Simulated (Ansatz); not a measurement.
Consider Al2P3.

Input file:

```
crystal:
  lattice:
    - [1.7932508364, 1.0353338531, 7.3689129233]
    - [-1.7932508364, 1.0353338531, 7.3689129233]
    - [0.0, -2.0706677063, 7.3689129233]
  atoms:
    - { symbol: Al, position: [0.3967363894, 0.3967363894, 0.3967363894] }
    - { symbol: Al, position: [0.6032636106, 0.6032636106, 0.6032636106] }
    - { symbol: P, position: [0.0, 0.0, 0.0] }
    - { symbol: P, position: [0.1964155072, 0.1964155072, 0.1964155072] }
    - { symbol: P, position: [0.8035844928, 0.8035844928, 0.8035844928] }
basis:
  ecutwfc: 420
kpoints:
  mp_grid: { grid: [12, 12, 12] }
hamiltonian:
  xc: pbe
scf:
  occupations: { method: gaussian, width: 0.1 }
output:
  forces: true
  stress: true
  eigenvalues: true
  write_density: true
  write_potential: true
  elf: true
  volumetric_format: npy
relax:
  adjacent_minimum: "off"
  f_tol: 0.01
  max_steps: 80
  cell: { stress_tol: 0.05 }
```

Launched as:

```sh
ansatz run input.yaml --threads 1 --pin off --max-ram 2560MiB --backend cpu --events-out ev --progress --plain --runs-dir out
```

Below, planes, directions and counts refer to the conventional cell (a = 3.55 Å, b = 3.55 Å, c = 22.50 Å, α = 90.00°, β = 90.00°, γ = 120.00°).

The fields are those of the relaxed geometry.

Space group R-3m; started from the tetradymite_166 prototype, which need not be the ambient phase; computed without spin polarisation.

These are results of DFT PBE, scalar-relativistic, plane waves, PAW (Ansatz), not measurements.

Predict the valence pseudo-density and electron localisation function between the atoms.

Answer. Al–P (2.50 Å): ρ is about 0.38 e/Å³ halfway; the ELF peaks at about 0.85 in the valence shell of P, 1.0 Å from its nucleus, and is about 0.85 at the midpoint.
Al–P (2.63 Å): the density is about 0.32 e/Å³ at the midpoint; the ELF peaks at about 0.85 in the valence shell of P, 0.9 Å from its nucleus, and is about 0.80 at the midpoint.

Does the calculation make it a metal, or give it a gap?

Answer. It is metallic or semimetallic at this level of theory: no gap opens.

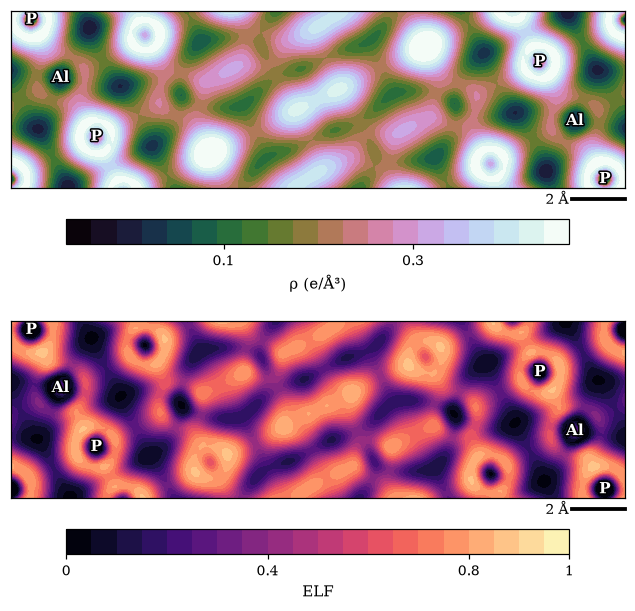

Computed valence pseudo-density and electron localisation function on the (111) plane of the conventional cell, in this order. Atoms just off the plane (Al, 0.5 Å away and P, 0.3 Å away) can leave unmarked features too.

The density is the valence pseudo-density of a PAW calculation; it isn't the true density close to the nuclei.
